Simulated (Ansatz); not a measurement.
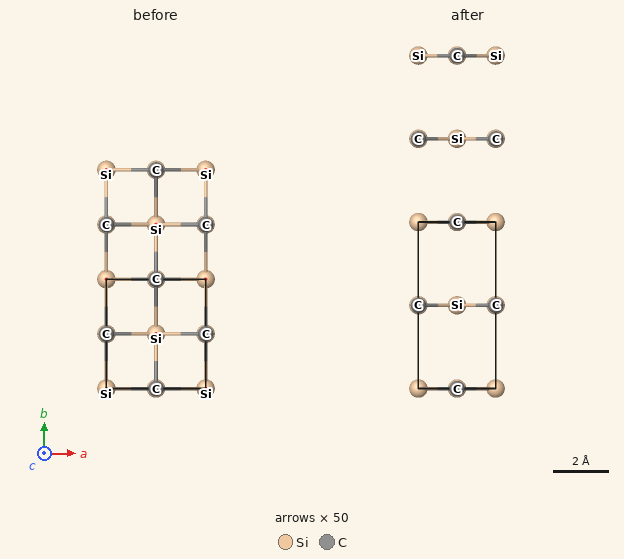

The structure of solid Si2C (a generated structure, set up in Fmmm) before (left) and after (right) a relaxation, at one scale. The red arrows give the displacements (the part carried along by the change of the cell is left out), magnified 50 times.

A ball-and-stick model of the conventional cell (4 times the calculation's cell), repeated 1 × 2 × 1 with one cell outlined, seen along the c axis. Lengths and directions refer to the drawn axes.

Method: DFT PBE, scalar-relativistic, plane waves, PAW (Ansatz 0.2.0). (plane-wave cutoff 420 eV; k-point mesh 18 × 18 × 18; occupations gaussian; smearing width 0.1 eV; no spin polarisation; cell and atoms relaxed; force threshold 0.01 eV/Å; at most 80 steps)

Summarise the run.

Answer. Over 22 accepted moves (25 points after the start) the energy falls by 1.339 eV per cell of the calculation. Largest force component: 0.12 eV/Å at the start, 0.00011 eV/Å at the end. The pressure goes from 0.75 to 0.00 GPa. At 3 points the geometry stayed and the basis and grid were re-selected for the new cell (energy shift of 0.185 eV per cell of the calculation at most each time). The largest moves relative to the cell, 0.038 Å, are those of Si atoms. C stays in place. The drawn cell changes as follows: a 3.642 → 2.834 Å (−22.2 %), b 4.012 → 6.108 Å (+52.3 %), c 8.785 → 9.130 Å (+3.9 %); the volume changes by +23.1 %. Near-neighbour distances that change, for instance: C–Si 2.329 → 3.307 Å, Si–Si 2.850 → 3.666 Å, Si–Si 3.642 → 2.834 Å, Si–Si 2.709 → 3.367 Å. Among the angles between lasting bonds that change: Si–C–Si 113.9° → 96.3°, Si–C–Si 66.1° → 83.7°, C–Si–C 113.9° → 96.3°. The space group stays Fmmm (No. 69).
